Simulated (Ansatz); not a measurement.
# Silicon, diamond under PBE: convergence with the Fermi-Dirac smearing

A convergence test of the Fermi-Dirac smearing width. The geometry was relaxed under PBE beforehand and stays fixed; 7 values are run, from 0.01 to 1.0 eV. Wanted are the values from which on the energy stays within 10 and 1 meV/atom, and the pressure within 0.5 GPa, of the narrowest run. Within the series other settings stay, but some runs also write fields, which adds to their time. Spin polarisation is left out.

Method: DFT PBE, plane waves with PAW, scalar-relativistic, in Ansatz 0.2.0.

1 further run of the same task is left out (set aside as unsound or not needed).

### Step 1. Starting point

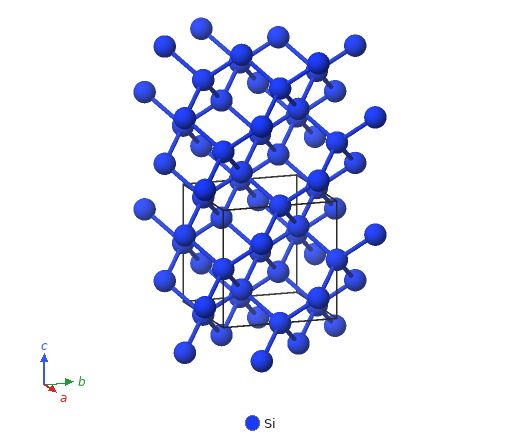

The structure, seen slightly off an axis (silicon blue). 1×1×2 conventional cells are drawn; the run uses a primitive one. Any atoms on the faces are drawn again on the opposite ones, and bonded neighbours outside are added.

As a file:

```
CELL_PARAMETERS angstrom
0.00000 2.73549 2.73549
2.73549 0.00000 2.73549
2.73549 2.73549 0.00000
ATOMIC_POSITIONS crystal
Si 0.50000 0.50000 0.50000
Si 0.75000 0.75000 0.75000
```

### Step 2. Run at 0.01 eV

The run at 0.01 eV.

Input file input.yaml:

```yaml
crystal:
  lattice:
    - [0.0, 2.7354874751, 2.7354874751]
    - [2.7354874751, 0.0, 2.7354874751]
    - [2.7354874751, 2.7354874751, 0.0]
  atoms:
    - { symbol: Si, position: [0.5, 0.5, 0.5] }
    - { symbol: Si, position: [0.75, 0.75, 0.75] }
hamiltonian:
  xc: pbe
  pseudopotentials:
    kind: paw
    azcp:
      Si: "pseudopotentials/Si.paw.azcp"
basis:
  ecutwfc: 420
  fft_grid_basis: typed
kpoints:
  mp_grid: { grid: [10, 10, 10], shift: [0, 0, 0] }
magnetization:
  spin_polarized: false
scf:
  occupations: { method: fermi_dirac, width: 0.01 }
  lower_state_search: "off"
output:
  stress: true
```

On the command line:

```sh
$ ansatz run input.yaml --threads 1 --pin off --max-ram 3584MiB --backend cpu --events-out ev --progress --plain --runs-dir out
```

What it wrote (excerpt; [...] marks lines left out):

```text
[...]
Pseudopotentials: kind: paw
Pseudopotential: Si, paw, valence charge 4, recommended cutoff 420 eV (normal), <dir>
Functional definition: PBE
[...]
Crystal: 2 atoms, lattice volume = 40.939 Å³
Basis set: ecut = 420 eV, 821 PW (Γ)
Bands: 8, of which v1, the nominal top of the filled ones, is band 4 counted from 1 (3 counted from 0)
Symmetry: 48 space group operations
Space group: Fd-3m (ITA 227), of the structure as read, at distance tolerance 3.4e-5 Å
k-points: 47 of 1000
[...]
SCF iter   1: F=—  HF=-1271.619230 eV  |F-HF|=—  |Δ(HF+E_count)|=         —  Δρ=1.33e-3  dr2=4.74e-4  ethr=1.77e-3  ⟨swp⟩=6.1  Hψ=3419  notcnv=0
[...]
SCF iter   6: F=-1271.619662 eV  HF=-1271.619662 eV  |F-HF|=2.27e-13  |Δ(HF+E_count)|=  2.62e-10  Δρ=7.63e-8  dr2=1.78e-12  ethr=1.48e-12  ⟨swp⟩=1.0  Hψ=1128  notcnv=0
[...]
SCF converged after 6 iterations
Free energy (F): -1271.619662 eV
[...]
E sigma→0 (E₀):  -1271.619662 eV
Fermi energy:    6.304094 eV
[...]
--- Stress (GPa, compression-positive) ---
       -0.035701       0.000000       0.000000
        0.000000      -0.035701      -0.000000
        0.000000       0.000000      -0.035701
  P = ⅓ Tr σ = -0.0357 GPa (-0.357 kbar)
```

Wall time 1.1 s (1 thread of Intel Xeon Platinum 8259CL at 2.50GHz (Skylake/Cascade Lake), shared host); peak memory 0.46 GiB.

### Step 3. Run at 0.03 eV

The run at 0.03 eV.

input.yaml, as its differences from that of step 2:

```diff
@@ -22,3 +22,3 @@
 scf:
-  occupations: { method: fermi_dirac, width: 0.01 }
+  occupations: { method: fermi_dirac, width: 0.03 }
   lower_state_search: "off"
```

On the command line:

```sh
$ ansatz run input.yaml --threads 1 --pin off --max-ram 3584MiB --backend cpu --events-out ev --progress --plain --runs-dir out
```

What it wrote (excerpt; [...] marks lines left out):

```text
[...]
[... 3 set-up lines as earlier in the session ...]
[...]
Crystal: 2 atoms, lattice volume = 40.939 Å³
Basis set: ecut = 420 eV, 821 PW (Γ)
Bands: 8, of which v1, the nominal top of the filled ones, is band 4 counted from 1 (3 counted from 0)
[... 2 set-up lines as earlier in the session ...]
k-points: 47 of 1000
[...]
SCF iter   1: F=—  HF=-1271.619236 eV  |F-HF|=—  |Δ(HF+E_count)|=         —  Δρ=1.33e-3  dr2=4.73e-4  ethr=1.77e-3  ⟨swp⟩=6.0  Hψ=3383  notcnv=0
[...]
SCF iter   6: F=-1271.619662 eV  HF=-1271.619662 eV  |F-HF|=2.27e-13  |Δ(HF+E_count)|=  2.39e-10  Δρ=7.98e-8  dr2=1.91e-12  ethr=1.37e-12  ⟨swp⟩=1.0  Hψ=1128  notcnv=0
[...]
SCF converged after 6 iterations
Free energy (F): -1271.619662 eV
[...]
E sigma→0 (E₀):  -1271.619661 eV
Entropy (-TS):   -0.000000 eV (-0.000 meV/atom)
Fermi energy:    6.297262 eV
[...]
--- Stress (GPa, compression-positive) ---
       -0.035703      -0.000000      -0.000000
        0.000000      -0.035703      -0.000000
       -0.000000       0.000000      -0.035703
  P = ⅓ Tr σ = -0.0357 GPa (-0.357 kbar)
```

Wall time 1.8 s (1 thread of Intel Xeon Platinum 8259CL at 2.50GHz (Skylake/Cascade Lake), shared host); peak memory 0.47 GiB.

### Step 4. Run at 0.1 eV

The run at 0.1 eV.

input.yaml, as its differences from that of step 3:

```diff
@@ -22,3 +22,3 @@
 scf:
-  occupations: { method: fermi_dirac, width: 0.03 }
+  occupations: { method: fermi_dirac, width: 0.1 }
   lower_state_search: "off"
@@ -26 +26,5 @@
   stress: true
+  write_density: true
+  write_potential: true
+  elf: true
+  volumetric_format: npy
```

On the command line:

```sh
$ ansatz run input.yaml --threads 1 --pin off --max-ram 3584MiB --backend cpu --events-out ev --progress --plain --runs-dir out
```

What it wrote (excerpt; [...] marks lines left out):

```text
[...]
[... 3 set-up lines as earlier in the session ...]
[...]
Crystal: 2 atoms, lattice volume = 40.939 Å³
Basis set: ecut = 420 eV, 821 PW (Γ)
Bands: 8, of which v1, the nominal top of the filled ones, is band 4 counted from 1 (3 counted from 0)
[... 2 set-up lines as earlier in the session ...]
k-points: 47 of 1000
[...]
SCF iter   1: F=—  HF=-1271.619433 eV  |F-HF|=—  |Δ(HF+E_count)|=         —  Δρ=1.34e-3  dr2=4.88e-4  ethr=1.77e-3  ⟨swp⟩=5.5  Hψ=3205  notcnv=0
[...]
SCF iter   6: F=-1271.619824 eV  HF=-1271.619824 eV  |F-HF|=2.73e-12  |Δ(HF+E_count)|=  1.40e-10  Δρ=1.32e-7  dr2=5.17e-12  ethr=1.27e-12  ⟨swp⟩=4.0  Hψ=1652  notcnv=0
[...]
SCF converged after 6 iterations
Free energy (F): -1271.619824 eV
[...]
E sigma→0 (E₀):  -1271.619402 eV
Entropy (-TS):   -0.000845 eV (-0.422 meV/atom)
Fermi energy:    6.290492 eV
[...]
--- Stress (GPa, compression-positive) ---
       -0.040728      -0.000000       0.000000
       -0.000000      -0.040728      -0.000000
        0.000000      -0.000000      -0.040728
  P = ⅓ Tr σ = -0.0407 GPa (-0.407 kbar)
--- Band table (eV; the first three rows and the last of 47) ---
  k-point 0: bands = ["-5.8118", "5.9984", "5.9984", "5.9984", "8.5502", "8.5502", "8.5502", "9.1093"]
[...]
```

Run time: 2.5 s. Hardware: 1 thread of Intel Xeon Platinum 8259CL at 2.50GHz (Skylake/Cascade Lake), shared host; peak memory 0.47 GiB.

### Step 5. Run at 0.2 eV

The run at 0.2 eV.

input.yaml, as its differences from that of step 4:

```diff
@@ -22,3 +22,3 @@
 scf:
-  occupations: { method: fermi_dirac, width: 0.1 }
+  occupations: { method: fermi_dirac, width: 0.2 }
   lower_state_search: "off"
@@ -26,5 +26 @@
   stress: true
-  write_density: true
-  write_potential: true
-  elf: true
-  volumetric_format: npy
```

On the command line:

```sh
$ ansatz run input.yaml --threads 1 --pin off --max-ram 3584MiB --backend cpu --events-out ev --progress --plain --runs-dir out
```

What it wrote (excerpt; [...] marks lines left out):

```text
[...]
[... 3 set-up lines as earlier in the session ...]
[...]
Crystal: 2 atoms, lattice volume = 40.939 Å³
Basis set: ecut = 420 eV, 821 PW (Γ)
Bands: 8, of which v1, the nominal top of the filled ones, is band 4 counted from 1 (3 counted from 0)
[... 2 set-up lines as earlier in the session ...]
k-points: 47 of 1000
[...]
SCF iter   1: F=—  HF=-1271.622905 eV  |F-HF|=—  |Δ(HF+E_count)|=         —  Δρ=1.50e-3  dr2=6.88e-4  ethr=1.77e-3  ⟨swp⟩=5.1  Hψ=3055  notcnv=0
[...]
SCF iter   6: F=-1271.623267 eV  HF=-1271.623267 eV  |F-HF|=6.82e-13  |Δ(HF+E_count)|=  3.18e-12  Δρ=1.88e-7  dr2=8.45e-12  ethr=1.43e-12  ⟨swp⟩=1.0  Hψ=993  notcnv=0
[...]
SCF converged after 6 iterations
Free energy (F): -1271.623267 eV
[...]
E sigma→0 (E₀):  -1271.616155 eV
Entropy (-TS):   -0.014223 eV (-7.112 meV/atom)
Fermi energy:    6.279871 eV
[...]
--- Stress (GPa, compression-positive) ---
       -0.078431       0.000000      -0.000000
        0.000000      -0.078431      -0.000000
       -0.000000       0.000000      -0.078431
  P = ⅓ Tr σ = -0.0784 GPa (-0.784 kbar)
```

Run time: 1.8 s. Hardware: 1 thread of Intel Xeon Platinum 8259CL at 2.50GHz (Skylake/Cascade Lake), shared host; peak memory 0.46 GiB.

### Step 6. Run at 0.3 eV

The run at 0.3 eV.

input.yaml, as its differences from that of step 5:

```diff
@@ -22,3 +22,3 @@
 scf:
-  occupations: { method: fermi_dirac, width: 0.2 }
+  occupations: { method: fermi_dirac, width: 0.3 }
   lower_state_search: "off"
```

On the command line:

```sh
$ ansatz run input.yaml --threads 1 --pin off --max-ram 3584MiB --backend cpu --events-out ev --progress --plain --runs-dir out
```

What it wrote (excerpt; [...] marks lines left out):

```text
band count auto-derived: 9 (N_el = 8.0; filled up to band 4; 8 by the electrons, moments and atoms)
[...]
[... 3 set-up lines as earlier in the session ...]
[...]
Crystal: 2 atoms, lattice volume = 40.939 Å³
Basis set: ecut = 420 eV, 821 PW (Γ)
Bands: 9, of which v1, the nominal top of the filled ones, is band 4 counted from 1 (3 counted from 0)
[... 2 set-up lines as earlier in the session ...]
k-points: 47 of 1000
[...]
SCF iter   1: F=—  HF=-1271.636160 eV  |F-HF|=—  |Δ(HF+E_count)|=         —  Δρ=1.88e-3  dr2=1.28e-3  ethr=1.77e-3  ⟨swp⟩=5.0  Hψ=3192  notcnv=0
[...]
SCF iter   6: F=-1271.636447 eV  HF=-1271.636447 eV  |F-HF|=8.84e-11  |Δ(HF+E_count)|=   3.17e-9  Δρ=1.52e-6  dr2=6.45e-10  ethr=4.58e-11  ⟨swp⟩=1.4  Hψ=1301  notcnv=0
[...]
SCF converged after 6 iterations
Free energy (F): -1271.636447 eV
[...]
E sigma→0 (E₀):  -1271.605618 eV
Entropy (-TS):   -0.061658 eV (-30.829 meV/atom)
Fermi energy:    6.267669 eV
[...]
--- Stress (GPa, compression-positive) ---
       -0.112014      -0.000000      -0.000000
       -0.000000      -0.112014      -0.000000
        0.000000      -0.000000      -0.112014
  P = ⅓ Tr σ = -0.1120 GPa (-1.120 kbar)
```

It took 1.4 s on 1 thread of Intel Xeon Platinum 8259CL at 2.50GHz (Skylake/Cascade Lake), shared host; peak memory 0.47 GiB.

### Step 7. Run at 0.6 eV

The run at 0.6 eV.

input.yaml, as its differences from that of step 6:

```diff
@@ -22,3 +22,3 @@
 scf:
-  occupations: { method: fermi_dirac, width: 0.3 }
+  occupations: { method: fermi_dirac, width: 0.6 }
   lower_state_search: "off"
```

On the command line:

```sh
$ ansatz run input.yaml --threads 1 --pin off --max-ram 3584MiB --backend cpu --events-out ev --progress --plain --runs-dir out
```

What it wrote (excerpt; [...] marks lines left out):

```text
band count auto-derived: 10 (N_el = 8.0; filled up to band 4; 8 by the electrons, moments and atoms)
[...]
[... 3 set-up lines as earlier in the session ...]
[...]
Crystal: 2 atoms, lattice volume = 40.939 Å³
Basis set: ecut = 420 eV, 821 PW (Γ)
Bands: 10, of which v1, the nominal top of the filled ones, is band 4 counted from 1 (3 counted from 0)
[... 2 set-up lines as earlier in the session ...]
k-points: 47 of 1000
[...]
SCF iter   1: F=—  HF=-1271.807685 eV  |F-HF|=—  |Δ(HF+E_count)|=         —  Δρ=3.99e-3  dr2=7.64e-3  ethr=1.77e-3  ⟨swp⟩=5.1  Hψ=3332  notcnv=0
[...]
SCF iter   6: F=-1271.806750 eV  HF=-1271.806750 eV  |F-HF|=5.00e-12  |Δ(HF+E_count)|=   1.39e-8  Δρ=2.85e-7  dr2=1.90e-11  ethr=2.49e-10  ⟨swp⟩=2.0  Hψ=1603  notcnv=0
[...]
SCF converged after 6 iterations
Free energy (F): -1271.806750 eV
[...]
E sigma→0 (E₀):  -1271.503222 eV
Entropy (-TS):   -0.607057 eV (-303.529 meV/atom)
Fermi energy:    6.224778 eV
[...]
--- Stress (GPa, compression-positive) ---
        0.339136       0.000000       0.000000
       -0.000000       0.339136      -0.000000
       -0.000000      -0.000000       0.339136
  P = ⅓ Tr σ = 0.3391 GPa (3.391 kbar)
```

Run time: 1.7 s. Hardware: 1 thread of Intel Xeon Platinum 8259CL at 2.50GHz (Skylake/Cascade Lake), shared host; peak memory 0.47 GiB.

### Step 8. Run at 1.0 eV

The run at 1.0 eV.

input.yaml, as its differences from that of step 7:

```diff
@@ -22,3 +22,3 @@
 scf:
-  occupations: { method: fermi_dirac, width: 0.6 }
+  occupations: { method: fermi_dirac, width: 1.0 }
   lower_state_search: "off"
@@ -26 +26,5 @@
   stress: true
+  write_density: true
+  write_potential: true
+  elf: true
+  volumetric_format: npy
```

On the command line:

```sh
$ ansatz run input.yaml --threads 1 --pin off --max-ram 3584MiB --backend cpu --events-out ev --progress --plain --runs-dir out
```

What it wrote (excerpt; [...] marks lines left out):

```text
band count auto-derived: 12 (N_el = 8.0; filled up to band 4; 8 by the electrons, moments and atoms)
[...]
[... 3 set-up lines as earlier in the session ...]
[...]
Crystal: 2 atoms, lattice volume = 40.939 Å³
Basis set: ecut = 420 eV, 821 PW (Γ)
Bands: 12, of which v1, the nominal top of the filled ones, is band 4 counted from 1 (3 counted from 0)
[... 2 set-up lines as earlier in the session ...]
k-points: 47 of 1000
[...]
SCF iter   1: F=—  HF=-1272.504298 eV  |F-HF|=—  |Δ(HF+E_count)|=         —  Δρ=7.90e-3  dr2=3.10e-2  ethr=1.77e-3  ⟨swp⟩=4.8  Hψ=3659  notcnv=0
[...]
SCF iter   6: F=-1272.499029 eV  HF=-1272.499029 eV  |F-HF|=3.64e-11  |Δ(HF+E_count)|=   1.27e-8  Δρ=5.38e-7  dr2=1.05e-10  ethr=2.67e-10  ⟨swp⟩=5.5  Hψ=3473  notcnv=0
[...]
SCF converged after 6 iterations
Free energy (F): -1272.499029 eV
[...]
E sigma→0 (E₀):  -1271.263998 eV
Entropy (-TS):   -2.470062 eV (-1235.031 meV/atom)
Fermi energy:    6.143590 eV
[...]
--- Stress (GPa, compression-positive) ---
        2.644118      -0.000000      -0.000000
        0.000000       2.644118       0.000000
        0.000000       0.000000       2.644118
  P = ⅓ Tr σ = 2.6441 GPa (26.441 kbar)
--- Band table (eV; the first three rows and the last of 47) ---
  k-point 0: bands = ["-5.9082", "5.8774", "5.8774", "5.8774", "8.4793", "8.4793", "8.4793", "8.9797", "13.6457", "13.6457", "13.7660", "17.1217"]
[...]
```

Run time: 2 s. Hardware: 1 thread of Intel Xeon Platinum 8259CL at 2.50GHz (Skylake/Cascade Lake), shared host; peak memory 0.47 GiB.

### Step 9. The series

Energies count from the run at 0.01 eV.

| smearing (eV) | F (meV/atom) | E(σ → 0) (meV/atom) | P (GPa) | SCF cycles | CPU time |
| --- | --- | --- | --- | --- | --- |
| 0.01 | 0.00 | 0.00 | -0.04 | 6 | 1.1 s |
| 0.03 | 0.00 | 0.00 | -0.04 | 6 | 1.8 s |
| 0.1 | -0.08 | 0.13 | -0.04 | 6 | 2.5 s |
| 0.2 | -1.80 | 1.75 | -0.08 | 6 | 1.8 s |
| 0.3 | -8.39 | 7.02 | -0.11 | 6 | 1.4 s |
| 0.6 | -93.54 | 58.22 | 0.34 | 6 | 1.7 s |
| 1.0 | -439.68 | 177.83 | 2.64 | 6 | 2 s |

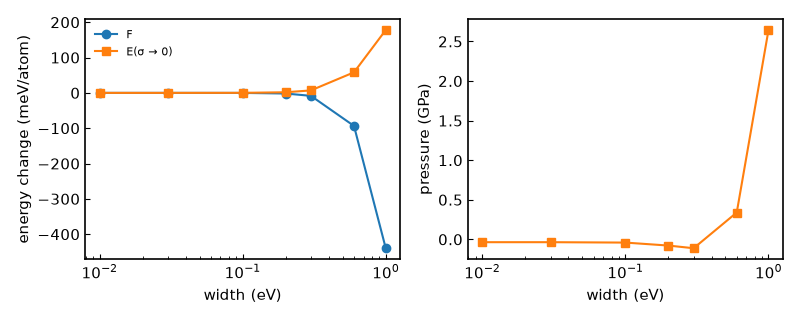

Energy and pressure against the Fermi-Dirac smearing width.

### Step 10. Outcome

```
                                    quantity         value
E(σ → 0) stays within 10 meV/atom of 0.01 eV  up to 0.3 eV
            E(σ → 0) stays within 1 meV/atom  up to 0.1 eV
               pressure stays within 0.5 GPa  up to 0.6 eV
                         pressure at 0.01 eV     -0.04 GPa
```

What this shows: At 1.0 eV the energy differs by +177.8 meV/atom and the pressure by +2.7 GPa. The free energy F moves by -439.7 meV/atom over the range, and the estimate for σ → 0 by +177.8. While the width stays far under the gap, it changes nothing.
